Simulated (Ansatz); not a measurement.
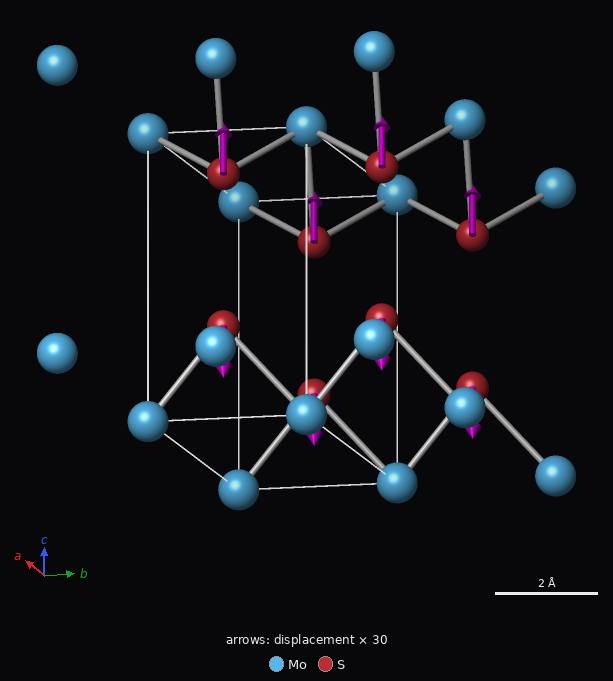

A relaxation of a crystal of MoS$_{2}$ (built on the database structure type). The starting structure is drawn; purple arrows show the displacements (the part carried along by the change of the cell is left out), magnified 30 times.

The picture is a ball-and-stick view of the cell of the calculation, repeated 2 × 2 × 1 with one cell outlined, seen from a free direction.

Level of theory: Ansatz, DFT, r2SCAN+rVV10, plane waves, PAW. (plane-wave cutoff 500 eV; k-point mesh 12 × 12 × 4; occupations fermi dirac; smearing width 0.02 eV; no spin polarisation; cell and atoms relaxed; force threshold 0.005 eV/Å)

Atoms of which element are displaced furthest, and by how much?

Answer. Sulfur: up to 0.040 Å, against 0.000 Å for molybdenum.

What happened in the run?

Answer. The largest moves relative to the cell, 0.040 Å, are those of S atoms. Mo stays in place. Cell: a = b 3.149 → 3.171 Å (+0.7 %), c 6.689 → 6.810 Å (+1.8 %). Volume +3.2 %. The space group stays P-6m2 (No. 187). After 4 accepted moves (6 points after the start) the energy has fallen by 2.8 meV per atom. The largest force component goes from 0.12 to under 0.0001 eV/Å. Pressure: 1.12 GPa at the start and 0.00 GPa at the end. The line search rejected the trial step at point 1 of the run. At 1 point the geometry stayed and the basis and grid were re-selected for the new cell (energy shift of 0.1 meV per atom at most each time).
